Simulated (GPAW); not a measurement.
The cell of MgO in space group P6_3mc. The cell is taken from a cell listed in the Materials Project, as set up for an electronic-structure calculation.

```cif
data_structure
_symmetry_space_group_name_H-M 'P6_3mc'
_symmetry_Int_Tables_number 186
_cell_length_a 3.3078
_cell_length_b 3.3078
_cell_length_c 4.9829
_cell_angle_alpha 90.000
_cell_angle_beta 90.000
_cell_angle_gamma 120.000
_cell_volume 47.22
loop_
_atom_site_label
_atom_site_type_symbol
_atom_site_symmetry_multiplicity
_atom_site_Wyckoff_symbol
_atom_site_fract_x
_atom_site_fract_y
_atom_site_fract_z
_atom_site_occupancy
Mg1 Mg 2 b 0.66667 0.33333 0.50216 1
O1 O 2 b 0.66667 0.33333 0.90244 1
```

At each point the valence sum V of a Mg2+ ion is computed from the anions within 5 Å (s = exp((R0 − d)/b), R0 fitted to published crystal structures with b = 0.37 Å; R0: Mg2+–O 1.677 Å). The other Mg2+ ions are ignored. This is an empirical screen for pathways, not an energy calculation.

**Along which directions could Mg2+ move by this screen (counting the regions that come within 0.6 Å of a Mg site)?**

Already below about 0.06 v.u. the regions form a three-dimensional network. These are grid estimates, good to about 0.1 v.u.

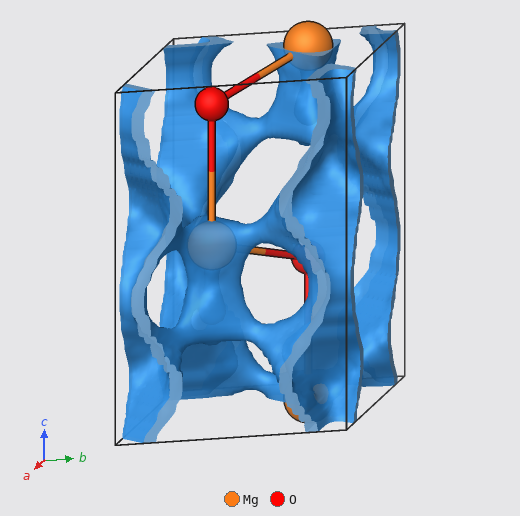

Bond-valence mismatch map for Mg2+ in MgO (P6_3mc): the blue surface encloses the points where |V − 2| < 0.1 v.u. (1×1×1 cells, view slightly off an axis). Pale faces close the region where the drawn box cuts it. At this level they form a three-dimensional network.

**What is the valence sum at the Mg sites themselves?**

1.83 v.u., against the formal 2.
